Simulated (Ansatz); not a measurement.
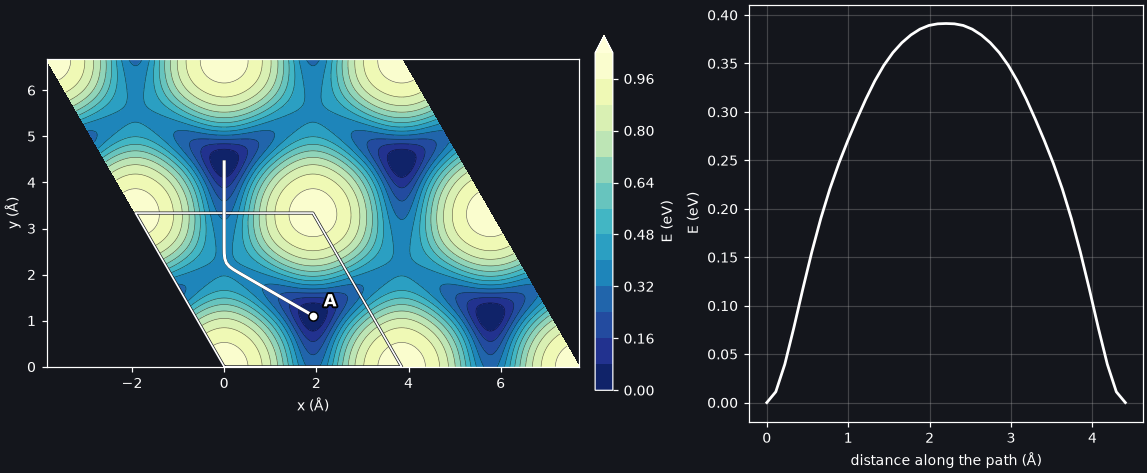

Mg on a Si(001) slab cut from the P6_3/mmc phase, its upper half relaxed before the scan (24 atoms of substrate and one adsorbate in a 2 × 2 cell). Mg is moved over the surface cell; relaxed at each place: the height of the adsorbate's atoms; substrate rigid; the origin of the map has the adsorbate above Si21. Places are given modulo a cell vector. The map is drawn in real space over the plane of the surface. Grid: 6 × 6 points; 10 points were computed and 26 follow by symmetry. Places are given in fractions of the 1 × 1 surface cell. Energies: eV, counted from the lowest grid point. Method: DFT PBE, scalar-relativistic, plane waves, PAW in Ansatz 0.2.0. Settings: cutoff 420 eV, k-mesh 6×6×1, gaussian smearing 0.05 eV, no spin polarisation.

In the figure: filled contours, a line along the lowest path, the outline of one cell of the 2 × 2 shown, one colour for all values above the top of the scale, the energy along the path at the right, the start A. Between grid points the surface is interpolated.

Describe the path and its barrier.

Answer. The easiest path leads from the well at a threefold hollow, (4/6, 2/6) of the cell vectors to its copy one period on. Its highest point lies about 0.39 eV above the bottom of the first well on the interpolated surface, at a threefold hollow over a second-layer Si atom, (2/6, 4/6) of the cell vectors. This is the barrier on the constrained surface; relaxing the other coordinates would change it.

PAW datasets: the set soft_1.
